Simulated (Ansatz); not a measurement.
## What a change does: single-point calculation on TiSi$_{2}$

System: TiSi$_{2}$ (Fddd, 6 atoms in the cell).
Method of the first run: DFT PBE, scalar-relativistic, plane waves, PAW, spin-polarised (Ansatz 0.2.0).

The structure was made by a generator, so it may or may not be a known phase. Text and figures count atoms from 1; the logs count them from 0 in places.

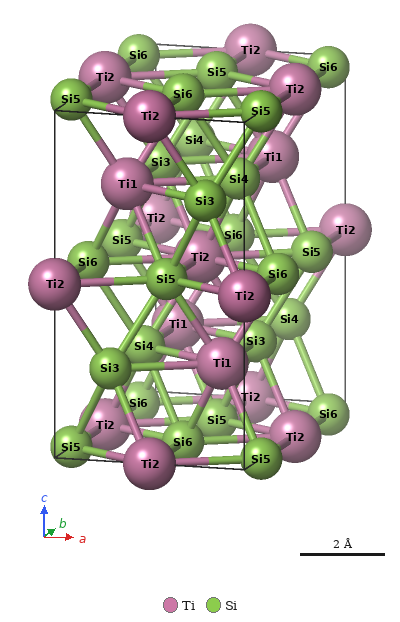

**Figure 1.** The structure as given in the input (ball-and-stick view of the cell 4 times as large as that of the calculation, set on its symmetry axes, seen slightly off an axis; atoms are numbered from 1 in the order of the input). An atom can appear more than once, as a periodic image.

## The input, the first run
```yaml
crystal:
  lattice:
    - [0.0, 4.11800003, 4.26149988]
    - [2.38649988, 0.0, 4.26149988]
    - [2.38649988, 4.11800003, 0.0]
  atoms:
    - { symbol: Ti, position: [0.75, 0.75, 0.75], spin: 1.0 }
    - { symbol: Ti, position: [0.5, 0.5, 0.5], spin: 1.0 }
    - { symbol: Si, position: [0.083, 0.417, 0.083] }
    - { symbol: Si, position: [0.417, 0.083, 0.417] }
    - { symbol: Si, position: [0.167, 0.833, 0.167] }
    - { symbol: Si, position: [0.833, 0.167, 0.833] }
basis:
  ecutwfc: 420
kpoints:
  mp_grid: { grid: [6, 6, 6] }
hamiltonian:
  xc: pbe
scf:
  occupations: { method: gaussian, width: 0.1 }
  lower_state_search: "off"
output:
  forces: true
  stress: true
  eigenvalues: true
  populations: true
magnetization:
  spin_polarized: true
```

Command:
```bash
ansatz run input.yaml --threads 1 --pin off --max-ram 2560MiB --backend cpu --events-out ev --progress --plain --runs-dir out
```

Hardware: 1 thread of Arm Neoverse V1, 24 GiB of memory available, shared host.

## Output, shortened to warnings, some set-up lines, iterations and results (the first run)
```
WARN: the starting moments were not kept: the SCF closed with an absolute magnetisation of 1.8e-6 μB, where they sum to 2 μB in size (2 sites). That is at most 0.1 of that sum. Measured as dr2_m measures the in/out step, that magnetisation stands 2.8e-13 eV from none, at or under the dr2_threshold of 1.0e-7 eV: it is no larger than a step whose dr2_m would equal this threshold. The system may …
Basis set: ecut = 420 eV, 1617 PW (Γ), exchange–correlation on 80×72×64 points (8 copies of the dense FFT grid, shifted against one another)
Symmetry: 8 space group operations
k-points: 46 of 216
Initial density: superposition of atomic densities (chi_scale 0.1, normalization cell)
[...]
SCF iter   1: F=—  HF=-7546.062203 eV  |F-HF|=—  |Δ(HF+E_count)|=         —  Δρ=4.48e-2 (↑4.48e-2 ↓3.07e-2)  dr2=1.18e0  dr2_m=8.74e-1  M=0.328 μB ∫|m|=0.611 μB  β_m=0.30  …
SCF iter   2: F=—  HF=-7546.007669 eV  |F-HF|=—  |Δ(HF+E_count)|=   5.45e-2  Δρ=3.16e-2 (↑3.16e-2 ↓2.54e-2)  dr2=7.07e-1  dr2_m=4.92e-1  M=0.261 μB ∫|m|=0.511 μB  β_m=0.30  …
SCF iter   3: F=—  HF=-7545.857118 eV  |F-HF|=—  |Δ(HF+E_count)|=   1.51e-1  Δρ=2.09e-2 (↑1.75e-2 ↓2.09e-2)  dr2=9.69e-2  dr2_m=2.72e-1  M=0.222 μB ∫|m|=0.436 μB  β_m=0.30  …
SCF iter   4: F=—  HF=-7545.873764 eV  |F-HF|=—  |Δ(HF+E_count)|=   1.66e-2  Δρ=1.47e-2 (↑1.47e-2 ↓1.42e-2)  dr2=1.83e-3  dr2_m=1.60e-1  M=0.185 μB ∫|m|=0.356 μB  β_m=0.30  …
SCF iter   5: F=—  HF=-7545.897655 eV  |F-HF|=—  |Δ(HF+E_count)|=   2.39e-2  Δρ=1.11e-2 (↑1.11e-2 ↓1.11e-2)  dr2=8.81e-4  dr2_m=9.40e-2  M=0.153 μB ∫|m|=0.294 μB  β_m=0.30  …
[... 6 lines ...]
SCF iter  12: F=—  HF=-7545.934791 eV  |F-HF|=—  |Δ(HF+E_count)|=   2.32e-7  Δρ=9.17e-6 (↑7.31e-6 ↓9.17e-6)  dr2=2.62e-7  dr2_m=6.97e-9  M=0.000 μB ∫|m|=0.000 μB  β_m=0.77  …
SCF iter  13: F=-7545.934791 eV  HF=-7545.934791 eV  |F-HF|=3.45e-8  |Δ(HF+E_count)|=   2.20e-8  Δρ=3.45e-6 (↑2.98e-6 ↓3.45e-6)  dr2=3.83e-8  dr2_m=1.24e-9  M=0.000 μB …
SCF iter  14: F=-7545.934791 eV  HF=-7545.934791 eV  |F-HF|=1.20e-9  |Δ(HF+E_count)|=   2.71e-9  Δρ=6.46e-7 (↑6.10e-7 ↓6.46e-7)  dr2=1.37e-9  dr2_m=5.89e-11  M=0.000 μB …
SCF iter  15: F=-7545.934791 eV  HF=-7545.934791 eV  |F-HF|=1.18e-11  |Δ(HF+E_count)|=  4.18e-11  Δρ=5.66e-8 (↑5.66e-8 ↓5.48e-8)  dr2=8.37e-12  dr2_m=7.37e-13  M=0.000 μB …
SCF 1 converged in 15 iterations: F = -7545.934791 eV  dr2 = 8.37e-12
SCF converged after 15 iterations
Magnetization: 0.0000 μB (20.0000 up, 20.0000 down)
Absolute magnetization: 0.0000 μB (∫|ρ↑−ρ↓|, with the PAW one-centre terms)
Spin contamination: 0.0000 ħ² per cell (⟨S²⟩ above its minimum at these occupations)
Per-site moments (μB) at R_I (Å): [(2.493925709293149e-7, 1.046094899583864), (2.493925706476211e-7, 1.0460948995838644), (-3.3419751379340183e-9, 1.0460948995838644), (-3.3419752414434827e-9, 1.0460948995838644), (-3.341975280005525e-9, 1.046094899583864), (-3.3419752344627363e-9, …
Free energy (F): -7545.934791 eV
Harris-Foulkes:  -7545.934791 eV  (|F-HF|=1.18e-11)
Internal energy: -7545.925564 eV  (E = F + TS)
E sigma→0 (E₀):  -7545.930178 eV
Entropy (-TS):   -0.009227 eV (-1.538 meV/atom)
Fermi energy:    12.746141 eV
--- Per-component energies (eV) ---
  E_band       = -212.351883
  E_kinetic    = 720.248181
  E_local      = -2028.135173  (includes V_loc(G=0)·N_el)
  E_nonlocal   = 117.087219
  E_hartree    = 886.246004
  E_xc         = -423.767963
  E_vxc        = -441.887518  (∫ρ·V_xc dr)
  E_paw        = -4146.254713  (= ΣΔE_a)
  E_vpaw       = -352.156662  (= ΣTr[D̂ρ^β])
  E_aug_tail   = 0.000236  (compensation charges beyond the density's cutoff)
  E_ewald      = -2671.349355
  E_smearing   = -0.009227  (= −TS)
  E_closure    = -0.000000  (closes the sum)
  Σ components = -7545.934791   (vs F -7545.934791, Δ=0.00e0)
--- Forces (eV/Å), atoms counted from 1 ---
  atom   1  Ti    -0.00000000     0.00000000     0.00000000
  atom   2  Ti     0.00000000     0.00000000     0.00000000
  atom   3  Si     0.00000000     0.16681891     0.00000000
  atom   4  Si     0.00000000    -0.16681891     0.00000000
  atom   5  Si     0.00000000    -0.16681891     0.00000000
  atom   6  Si     0.00000000     0.16681891     0.00000000
  max |Σ_I F_I| component: 0.00e0 eV/Å
--- Stress (GPa, compression-positive) ---
        3.149829       0.000000       0.000000
        0.000000       2.263510       0.000000
        0.000000       0.000000       1.342085
  P = ⅓ Tr σ = 2.2518 GPa (22.518 kbar)
--- Löwdin populations: 6 sites ---
  site symbol       q [e]    m [muB]
     0     Ti     11.6177     0.0000
     1     Ti     11.6177     0.0000
     2     Si      4.0819    -0.0000
     3     Si      4.0819    -0.0000
     4     Si      4.0819    -0.0000
     5     Si      4.0819    -0.0000
  spilling = 0.010919 (of n_electrons = 40.000000)
```

For the second run the input was changed thus:
```diff
-    - { symbol: Ti, position: [0.75, 0.75, 0.75], spin: 1.0 }
-    - { symbol: Ti, position: [0.5, 0.5, 0.5], spin: 1.0 }
+    - { symbol: Ti, position: [0.75, 0.75, 0.75] }
+    - { symbol: Ti, position: [0.5, 0.5, 0.5] }
-  populations: true
-magnetization:
-  spin_polarized: true
```

Predict how the results change.

The energy is the same within 0.01 meV per atom. The SCF takes 6 iterations against 15. On the same kind of shared host the second run took about 0.21 times as long. The two runs start from different initial densities, which also moves the count.

## Output, shortened to warnings, some set-up lines, iterations and results (the second run)
```
Basis set: ecut = 420 eV, 1617 PW (Γ), exchange–correlation on 80×72×64 points (8 copies of the dense FFT grid, shifted against one another)
Symmetry: 8 space group operations
k-points: 46 of 216
Initial density: superposition of atomic densities (neutral atoms: chi_scale 0, normalization atom), corrected by the library's trained network
[...]
SCF iter   1: F=—  HF=-7545.937706 eV  |F-HF|=—  |Δ(HF+E_count)|=         —  Δρ=4.19e-3  dr2=2.12e-2  ethr=1.77e-3  ⟨swp⟩=6.1  Hψ=5924  notcnv=0
SCF iter   2: F=—  HF=-7545.935379 eV  |F-HF|=—  |Δ(HF+E_count)|=   2.33e-3  Δρ=2.08e-3  dr2=4.67e-3  ethr=5.30e-5  ⟨swp⟩=1.1  Hψ=1570  notcnv=0
SCF iter   3: F=—  HF=-7545.934857 eV  |F-HF|=—  |Δ(HF+E_count)|=   5.22e-4  Δρ=5.64e-4  dr2=3.73e-4  ethr=1.17e-5  ⟨swp⟩=2.3  Hψ=1559  notcnv=0
SCF iter   4: F=—  HF=-7545.934787 eV  |F-HF|=—  |Δ(HF+E_count)|=   7.02e-5  Δρ=1.00e-4  dr2=7.36e-6  ethr=9.32e-7  ⟨swp⟩=2.0  Hψ=1624  notcnv=0
SCF iter   5: F=—  HF=-7545.934791 eV  |F-HF|=—  |Δ(HF+E_count)|=   4.45e-6  Δρ=1.76e-5  dr2=1.84e-7  ethr=1.84e-8  ⟨swp⟩=2.0  Hψ=1593  notcnv=0
SCF iter   6: F=-7545.934791 eV  HF=-7545.934791 eV  |F-HF|=1.79e-9  |Δ(HF+E_count)|=   1.56e-8  Δρ=2.01e-6  dr2=3.54e-9  ethr=2.50e-10  ⟨swp⟩=8.2  Hψ=4987  notcnv=0
SCF 1 converged in 6 iterations: F = -7545.934791 eV  dr2 = 3.54e-9
SCF converged after 6 iterations
Free energy (F): -7545.934791 eV
Harris-Foulkes:  -7545.934791 eV  (|F-HF|=1.79e-9)
Internal energy: -7545.925564 eV  (E = F + TS)
E sigma→0 (E₀):  -7545.930178 eV
Entropy (-TS):   -0.009227 eV (-1.538 meV/atom)
Fermi energy:    12.746129 eV
--- Per-component energies (eV) ---
  E_band       = -212.352360
  E_kinetic    = 720.248425
  E_local      = -2028.137290  (includes V_loc(G=0)·N_el)
  E_nonlocal   = 117.087507
  E_hartree    = 886.247793
  E_xc         = -423.767906
  E_vxc        = -441.887445  (∫ρ·V_xc dr)
  E_paw        = -4146.254975  (= ΣΔE_a)
  E_vpaw       = -352.157177  (= ΣTr[D̂ρ^β])
  E_aug_tail   = 0.000236  (compensation charges beyond the density's cutoff)
  E_ewald      = -2671.349355
  E_smearing   = -0.009227  (= −TS)
  E_closure    = -0.000000  (closes the sum)
  Σ components = -7545.934791   (vs F -7545.934791, Δ=0.00e0)
--- Forces (eV/Å), atoms counted from 1 ---
  atom   1  Ti     0.00000000     0.00000000     0.00000000
  atom   2  Ti     0.00000000     0.00000000     0.00000000
  atom   3  Si     0.00000000     0.16681221     0.00000000
  atom   4  Si     0.00000000    -0.16681221     0.00000000
  atom   5  Si     0.00000000    -0.16681221     0.00000000
  atom   6  Si     0.00000000     0.16681221     0.00000000
  max |Σ_I F_I| component: 0.00e0 eV/Å
--- Stress (GPa, compression-positive) ---
        3.149786       0.000000       0.000000
        0.000000       2.263475       0.000000
        0.000000       0.000000       1.341980
  P = ⅓ Tr σ = 2.2517 GPa (22.517 kbar)
```

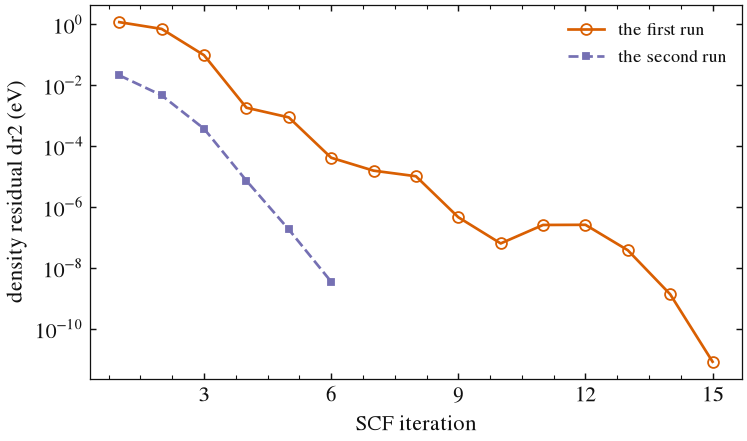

**Figure 2.** Convergence of the two runs: density residual dr2 against the SCF iteration. The first run takes 15 iterations in all, and the second run takes 6.

## The two runs side by side

```tsv
quantity	the first run	the second run
outcome	converged	converged
free energy per atom (eV)	−1257.6558	−1257.6558
energy per atom, smearing taken to zero (eV)	−1257.6550	−1257.6550
gap on the mesh (eV)	0.00	0.00
net moment of the cell (μB)	0.00	–
absolute moment of the cell (μB)	0.00	–
pressure (GPa)	2.25	2.25
largest force (eV/Å)	0.167	0.167
SCF iterations	15	6
irreducible k-points	46	46
plane waves at Γ	1617	1617
wall time (shared host)	29 s	5.9 s
```

For the first run: Warnings: some starting moments were not kept.
